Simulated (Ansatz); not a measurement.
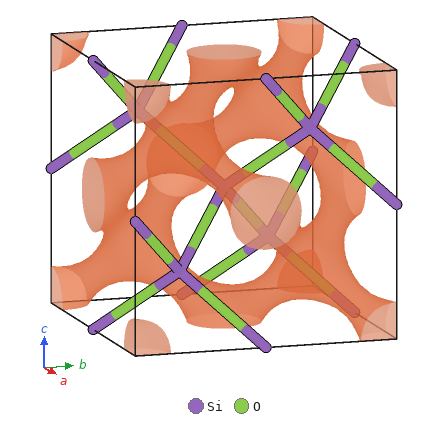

Crystal voids of SiO2 (Fd-3m, No. 227): the orange surface encloses the regions where the procrystal electron density, the sum of the densities of spherically averaged neutral Hartree-Fock atoms, is below 0.003 e/bohr³ (1×1×1 cells, view slightly off an axis). No self-consistent density enters. Pale faces close the region where the drawn box cuts it. The usual level for crystal voids is 0.002 e/bohr³; a higher level takes in more of the interstitial space.

Source of the atomic positions: a calculation's input that goes back to an entry of the Crystallography Open Database (an earlier step may have relaxed or displaced it).

```
CELL_PARAMETERS angstrom
7.12000 0.00000 0.00000
0.00000 7.12000 0.00000
0.00000 0.00000 7.12000
ATOMIC_POSITIONS crystal
Si 0.00000 0.00000 0.50000
Si 0.25000 0.75000 0.25000
O 0.12500 0.12500 0.62500
O 0.12500 0.87500 0.37500
O 0.37500 0.87500 0.12500
O 0.37500 0.12500 0.87500
Si 0.00000 0.50000 0.00000
Si 0.25000 0.25000 0.75000
O 0.12500 0.62500 0.12500
O 0.12500 0.37500 0.87500
O 0.37500 0.37500 0.62500
O 0.37500 0.62500 0.37500
Si 0.50000 0.00000 0.00000
Si 0.75000 0.75000 0.75000
O 0.62500 0.12500 0.12500
O 0.62500 0.87500 0.87500
O 0.87500 0.87500 0.62500
O 0.87500 0.12500 0.37500
Si 0.50000 0.50000 0.50000
Si 0.75000 0.25000 0.25000
O 0.62500 0.62500 0.62500
O 0.62500 0.37500 0.37500
O 0.87500 0.37500 0.12500
O 0.87500 0.62500 0.87500
```

Question: What share of the cell is void by this measure?

Answer: The voids take about 13 % of the cell (47 Å³ of 360.9 Å³) and are bounded by about 130 Å² of surface per cell.

Question: Are the voids connected in the whole crystal?

Answer: Where they connect, they form a three-dimensional network.

Question: How low does the density fall, and where?

Answer: To about 0.0015 e/bohr³ near 0.00, 0.00, 0.00 (fractional), 3.0 Å from the nearest nucleus.

Question: At what density do the voids first join through the crystal?

Answer: At about 0.0022 e/bohr³, as a three-dimensional network.
